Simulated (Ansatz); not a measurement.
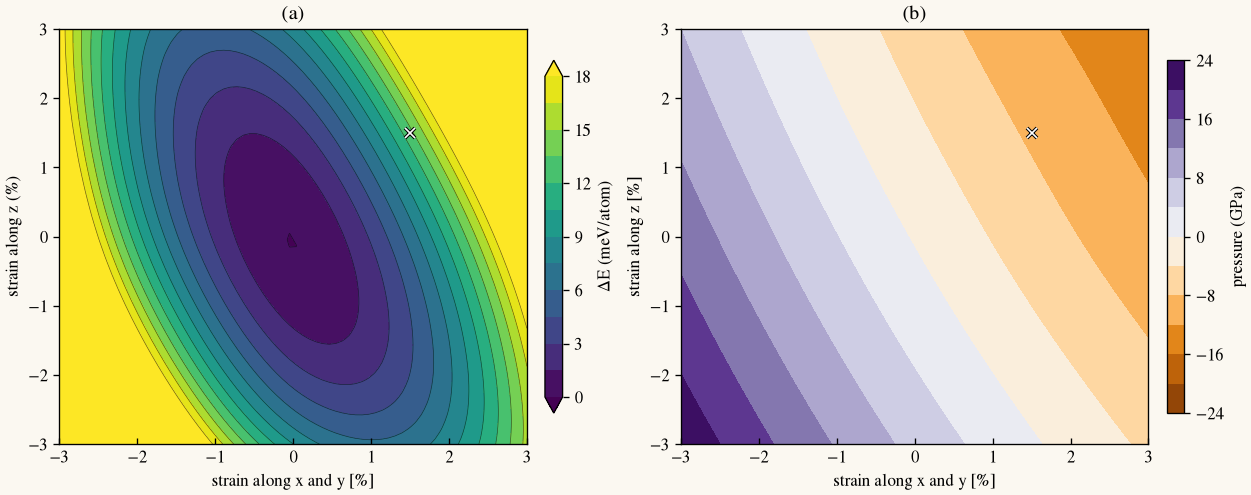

GaN (Fm-3m, No. 225; 2 atoms in the cell). 
- The cell is strained homogeneously, by one strain along x and y and another along z, with fractional coordinates fixed (x, y and z along the cube axes).
- The first coordinate is: strain along x and y; the second: strain along z.
- The scan uses a 5 × 5 grid. At 1 point there is no value.
- Points are written as (first, second).
- Energies: meV/atom, counted from the lowest grid point.
- The reference cell is the one listed in the database, not relaxed at this level.
- All numbers below come from Ansatz, DFT PBE, scalar-relativistic, plane waves, PAW. Settings: cutoff 420 eV, k-mesh 14×14×14, gaussian smearing 0.05 eV, no spin polarisation.

Panel (a) is the energy and panel (b) the computed pressure on the same grid.

In the figure: filled contours, crosses at grid points without a value, one colour for all values above the top of the scale. Between grid points the surface is interpolated.

> How does the pressure vary over the map, and what is it at the lowest grid point?

It runs from −15.2 GPa at (3.0 %, 3.0 %) to 23.2 GPa at (−3.0 %, −3.0 %). At the lowest grid point, (0.0 %, 0.0 %), it is −0.3 GPa.
